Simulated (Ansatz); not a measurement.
**Band-structure calculation of GeSe (part 2 of 2)**

GeSe (Pnma, 8 atoms in the cell); DFT, HSE06, plane waves, PAW, no spin polarisation (Ansatz 0.2.0); cutoff 420 eV, 2×4×4 k-mesh, fixed occupations. The structure derives from a Materials Project entry. The geometry comes from this level: r2SCAN (a point of a series of strains).

Geometry of the input (Å; fractional positions):
```
11.2394  0.0000  0.0000
0.0000  3.7940  0.0000
0.0000  0.0000  4.6669
Ge 0.1289  0.2500  0.1190
Ge 0.8711  0.7500  0.8810
Ge 0.3711  0.7500  0.6190
Ge 0.6289  0.2500  0.3810
Se 0.8494  0.2500  0.5163
Se 0.1506  0.7500  0.4837
Se 0.6506  0.7500  0.0163
Se 0.3494  0.2500  0.9837
```

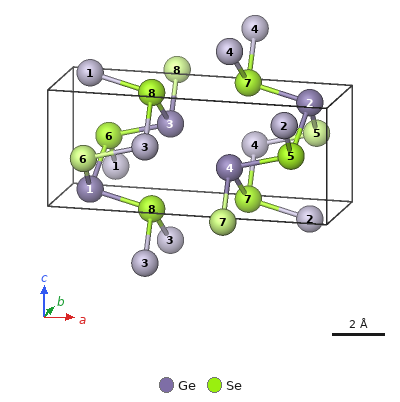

The input geometry (ball-and-stick view of the cell of the calculation, seen slightly off an axis; neighbours outside the cell are drawn fainter; atoms are numbered from 1 in the order of the input). An atom can appear more than once, as a periodic image.

**Output, continued**
```
  k-point 0: bands = ["-44.2287", "-44.2287", "-44.2285", "-44.2285", "-44.2261", "-44.2261", "-44.2258", "-44.2258", "-44.1826", "-44.1825", "-44.1824", "-44.1822", "-44.1737", "-44.1736", "-44.1736", "-44.1734", "-44.1606", "-44.1606", "-44.1603", "-44.1603", "-20.5119", "-20.5105", "-20.5080", "-20.5075", "-20.5066", "-20.5062", "-20.5057", "-20.5056", "-20.4712", "-20.4707", "-20.4665", "-20.4660", "-20.4611", "-20.4586", "-20.4550", "-20.4526", "-20.4421", "-20.4416", "-20.4395", "-20.4390", "-8.5598", "-8.2872", "-7.0713", "-6.6434", "-1.6500", "-1.1711", "0.9342", "1.3245", "1.5897", "2.9773", "3.1122", "3.4911", "3.8609", "4.1689", "5.1385", "5.2308", "5.6816", "6.1845", "6.2859", "7.2764", "8.7067", "10.1804", "10.3870", "10.5557", "10.7835", "10.8329"]
  k-point 1: bands = ["-44.2287", "-44.2286", "-44.2285", "-44.2285", "-44.2261", "-44.2261", "-44.2259", "-44.2258", "-44.1826", "-44.1824", "-44.1824", "-44.1823", "-44.1737", "-44.1736", "-44.1736", "-44.1734", "-44.1606", "-44.1606", "-44.1604", "-44.1603", "-20.5111", "-20.5098", "-20.5081", "-20.5074", "-20.5073", "-20.5068", "-20.5063", "-20.5061", "-20.4702", "-20.4696", "-20.4668", "-20.4662", "-20.4607", "-20.4590", "-20.4547", "-20.4529", "-20.4417", "-20.4413", "-20.4399", "-20.4395", "-8.2988", "-8.0379", "-7.1830", "-6.8441", "-2.1114", "-1.3081", "-0.5181", "0.2577", "2.1282", "3.8145", "4.1571", "4.2978", "4.4394", "4.5182", "5.2102", "5.4046", "5.5557", "6.1600", "6.8289", "6.9415", "9.1324", "9.3893", "9.9354", "10.3286", "10.6831", "10.8562"]
  k-point 2: bands = ["-44.2286", "-44.2286", "-44.2286", "-44.2286", "-44.2260", "-44.2260", "-44.2260", "-44.2260", "-44.1825", "-44.1825", "-44.1823", "-44.1823", "-44.1736", "-44.1736", "-44.1735", "-44.1735", "-44.1605", "-44.1605", "-44.1604", "-44.1604", "-20.5092", "-20.5092", "-20.5080", "-20.5080", "-20.5077", "-20.5077", "-20.5069", "-20.5069", "-20.4681", "-20.4681", "-20.4674", "-20.4674", "-20.4599", "-20.4599", "-20.4538", "-20.4538", "-20.4408", "-20.4408", "-20.4406", "-20.4406", "-7.6741", "-7.6741", "-7.4259", "-7.4259", "-1.9201", "-1.9201", "-0.9714", "-0.9714", "3.2374", "3.2374", "4.8274", "4.8274", "5.0558", "5.0558", "5.3762", "5.3762", "6.2120", "6.2120", "6.8217", "6.8217", "9.2508", "9.2508", "9.9052", "9.9052", "10.4765", "10.4765"]
  k-point 17: bands = ["-44.2287", "-44.2287", "-44.2287", "-44.2287", "-44.2255", "-44.2255", "-44.2255", "-44.2255", "-44.1824", "-44.1824", "-44.1824", "-44.1824", "-44.1737", "-44.1737", "-44.1737", "-44.1737", "-44.1603", "-44.1603", "-44.1603", "-44.1603", "-20.5135", "-20.5135", "-20.5135", "-20.5135", "-20.5006", "-20.5006", "-20.5006", "-20.5006", "-20.4681", "-20.4681", "-20.4681", "-20.4681", "-20.4601", "-20.4601", "-20.4601", "-20.4601", "-20.4376", "-20.4376", "-20.4376", "-20.4376", "-6.7777", "-6.7777", "-6.7777", "-6.7777", "-1.5274", "-1.5274", "-1.5274", "-1.5274", "2.3558", "2.3558", "2.3558", "2.3558", "3.0068", "3.0068", "3.0068", "3.0068", "5.7061", "5.7061", "5.7061", "5.7061", "10.5081", "10.5081", "10.5081", "10.5081", "12.4919", "12.4919"]
```

**File rho_z.tsv**
```
# z_ang	rho[e/angstrom^3]
# format = ansatz-planar-average/11
# lattice	11.239402722	0.000000000	0.000000000
# lattice	0.000000000	3.793996850	0.000000000
# lattice	0.000000000	0.000000000	4.666918427
# sites	8
# site	32	1.449284943	0.948499212	0.555496087
# site	32	9.790117779	2.845497637	4.111422340
# site	32	4.170416418	2.845497637	2.888955300
# site	32	7.068986304	0.948499212	1.777963127
# site	34	9.547190069	0.948499212	2.409705781
# site	34	1.692212653	2.845497637	2.257212646
# site	34	7.311914014	2.845497637	0.076246568
# site	34	3.927488708	0.948499212	4.590671859
0.000000	1.028241e0
0.145841	9.489443e-1
0.291682	8.121022e-1
0.437524	7.388429e-1
0.583365	6.603703e-1
0.729206	4.959604e-1
0.875047	3.249084e-1
1.020888	2.282165e-1
1.166730	2.009251e-1
1.312571	2.282165e-1
1.458412	3.249084e-1
1.604253	4.959604e-1
1.750094	6.603703e-1
1.895936	7.388429e-1
2.041777	8.121022e-1
2.187618	9.489443e-1
2.333459	1.028241e0
2.479300	9.489443e-1
2.625142	8.121022e-1
2.770983	7.388429e-1
2.916824	6.603703e-1
3.062665	4.959604e-1
3.208506	3.249084e-1
3.354348	2.282165e-1
3.500189	2.009251e-1
3.646030	2.282165e-1
3.791871	3.249084e-1
3.937712	4.959604e-1
4.083554	6.603703e-1
4.229395	7.388429e-1
4.375236	8.121022e-1
4.521077	9.489443e-1
```

**File v_z.tsv**
```
# z_ang	v_es[eV]	v_tot[eV]
# format = ansatz-planar-average/11
# xc	hse06
# density_cutoff_ev	1680
# datasets	Ge=:simpson_from_first_knot:soft:fock:shift=0	Se=:simpson_from_first_knot:soft:fock:shift=0
# lattice	11.239402722	0.000000000	0.000000000
# lattice	0.000000000	3.793996850	0.000000000
# lattice	0.000000000	0.000000000	4.666918427
# sites	8
# site	32	1.449284943	0.948499212	0.555496087
# site	32	9.790117779	2.845497637	4.111422340
# site	32	4.170416418	2.845497637	2.888955300
# site	32	7.068986304	0.948499212	1.777963127
# site	34	9.547190069	0.948499212	2.409705781
# site	34	1.692212653	2.845497637	2.257212646
# site	34	7.311914014	2.845497637	0.076246568
# site	34	3.927488708	0.948499212	4.590671859
0.000000	4.101594e0	-4.251911e0
0.145841	4.170576e0	-4.142868e0
0.291682	4.349463e0	-3.840045e0
0.437524	4.603613e0	-3.386857e0
0.583365	5.018453e0	-2.743216e0
0.729206	5.691802e0	-1.848755e0
0.875047	6.452212e0	-8.967932e-1
1.020888	6.957006e0	-2.457439e-1
1.166730	7.106583e0	-3.399124e-2
1.312571	6.957006e0	-2.457439e-1
1.458412	6.452212e0	-8.967932e-1
1.604253	5.691802e0	-1.848755e0
1.750094	5.018453e0	-2.743216e0
1.895936	4.603613e0	-3.386857e0
2.041777	4.349463e0	-3.840045e0
2.187618	4.170576e0	-4.142868e0
2.333459	4.101594e0	-4.251911e0
2.479300	4.170576e0	-4.142868e0
2.625142	4.349463e0	-3.840045e0
2.770983	4.603613e0	-3.386857e0
2.916824	5.018453e0	-2.743216e0
3.062665	5.691802e0	-1.848755e0
3.208506	6.452212e0	-8.967932e-1
3.354348	6.957006e0	-2.457439e-1
3.500189	7.106583e0	-3.399124e-2
3.646030	6.957006e0	-2.457439e-1
3.791871	6.452212e0	-8.967932e-1
3.937712	5.691802e0	-1.848755e0
4.083554	5.018453e0	-2.743216e0
4.229395	4.603613e0	-3.386857e0
4.375236	4.349463e0	-3.840045e0
4.521077	4.170576e0	-4.142868e0
```

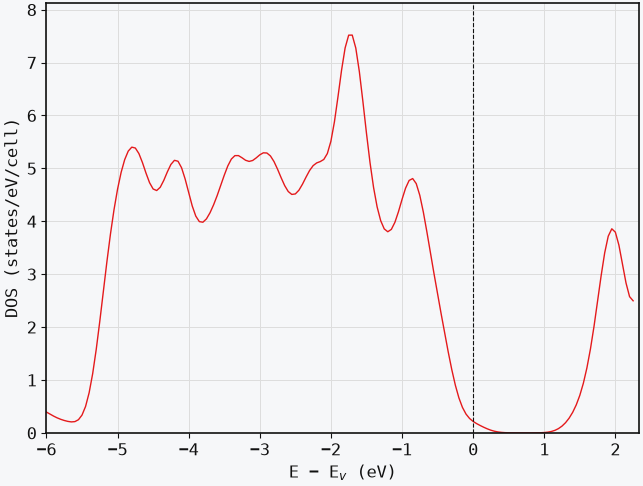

Density of states (the curve is built from the levels of the k mesh with Gaussians 0.4 eV wide, which also blur the band edges), with energies from the valence-band top. There is a gap of 1.43 eV on the k-point mesh. The curves stop near 2.3 eV above the Fermi level, where the computed bands end. Small ripples come from the finite k-point mesh.

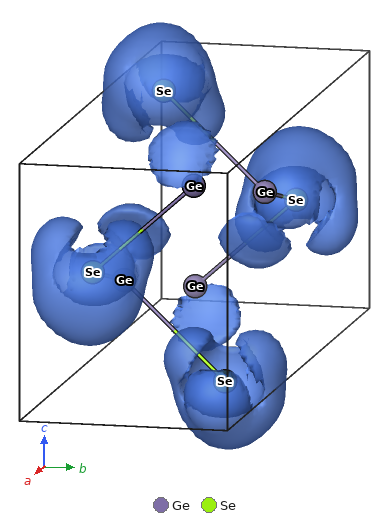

Isosurface of the electron localisation function at 0.75 (blue), seen slightly off an axis. Core shells and regions of very low density are left out. Sticks mark near contacts. The outline is the cell set on symmetry axes. Profiles from the grid: Ge–Se (2.56 Å): the ELF is about 0.70 at the midpoint. In a PAW calculation such maps are meaningful between the atoms, not at the nuclei.

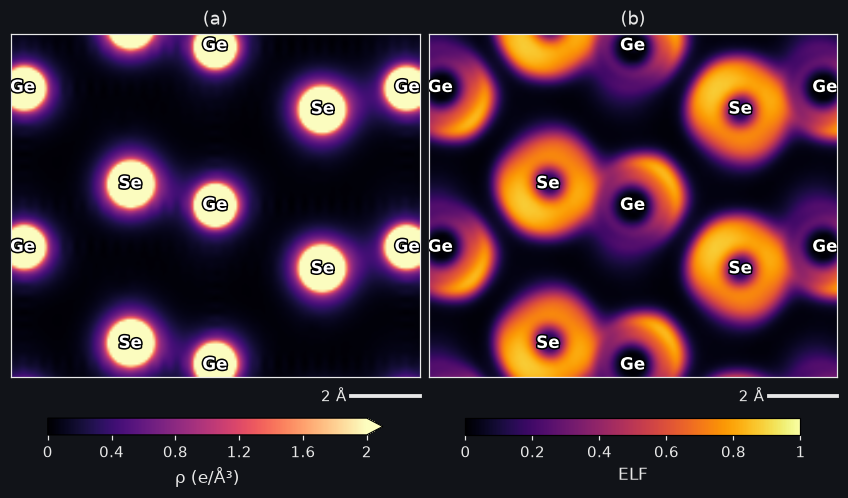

(a) valence charge density (pseudo); (b) ELF on the (010) plane of the conventional cell. Atoms in the plane: Ge and Se. Ge–Se (2.56 Å): ρ at the midpoint is about 0.46 e/Å³; the ELF is about 0.70 at the midpoint. Away from the nuclei the density in this plane falls to 0.01 e/Å³ at its lowest.

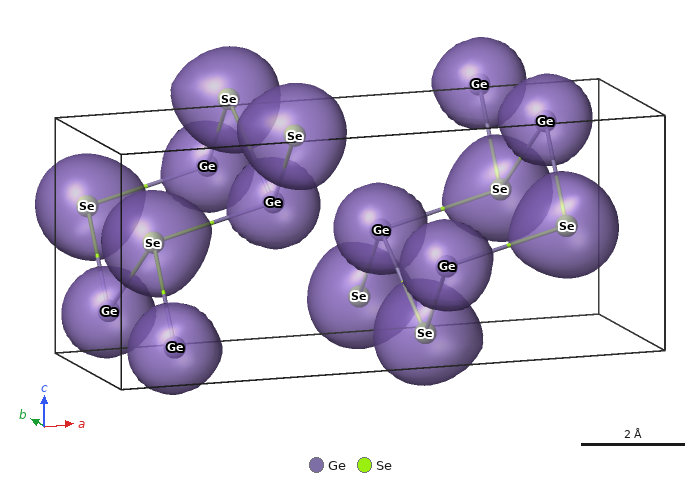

Isosurface of the valence electron density at 0.5 e/Å³ (purple), seen slightly off an axis. Sticks mark near contacts. The outline is the cell set on symmetry axes. At this value the density breaks into separate islands; it holds about 80 % of the electrons treated as valence (semicore included). It is pinched off along the Ge–Se (2.56 Å) contacts. On the grid the lowest density along these lines, outside the cores, is 0.42 e/Å³ (Ge–Se, 2.56 Å).

**Summary**

| quantity | value |
| --- | --- |
| outcome | converged |
| space group (tolerance 0.01 Å) | Pnma (62) |
| electrons treated | 120 |
| free energy | −39067.0044 eV |
| Fermi energy | 7.276 eV |
| gap on the k-point mesh | 1.43 eV |
| pressure | −0.34 GPa |
| largest force (length of the vector) | 0.046 eV/Å |
| wall time | 2.1 min (CPU time 3.1 min) |
| peak memory | 3 GiB |

**Remarks**

Warnings of the run: the exchange loop's threshold is looser than advised for the stress; the SCF threshold is looser than advised for the printed stress.
